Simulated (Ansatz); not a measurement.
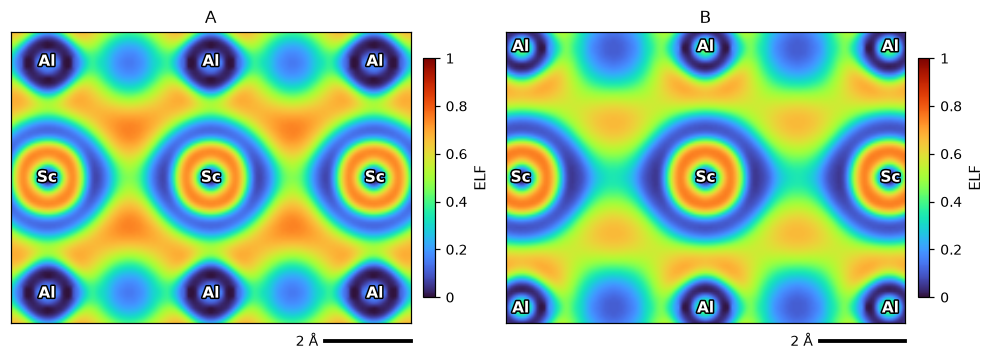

ScAl3. The ELF of two cells that differ in size, on the (101) plane of each (indices in the axes of the calculation cell), at one length scale and on one colour scale; one has 14.0 and the other 20.1 Å³ an atom.

All numbers below come from Ansatz, DFT PBEsol, scalar-relativistic, plane waves, PAW.

The larger cell:

```
CELL_PARAMETERS angstrom
4.31558 0.00000 0.00000
0.00000 4.31558 0.00000
0.00000 0.00000 4.31558
ATOMIC_POSITIONS crystal
Sc 0.00000 0.00000 0.00000
Al 0.50000 0.00000 0.50000
Al 0.00000 0.50000 0.50000
Al 0.50000 0.50000 0.00000
```

The smaller cell: a = 3.827 Å, b = 3.827 Å, c = 3.827 Å, α = 90.00°, β = 90.00°, γ = 90.00°.

> Which panel shows the smaller cell, and what does the compression change?

Panel A is the smaller cell, by 30 % in volume. From the larger cell to the smaller, Sc–Al goes from 3.05 to 2.71 Å, and the density at its midpoint from 0.14 to 0.22 e/Å³, the ELF there from 0.35 to 0.25; the pressure goes from −11 to 25 GPa.
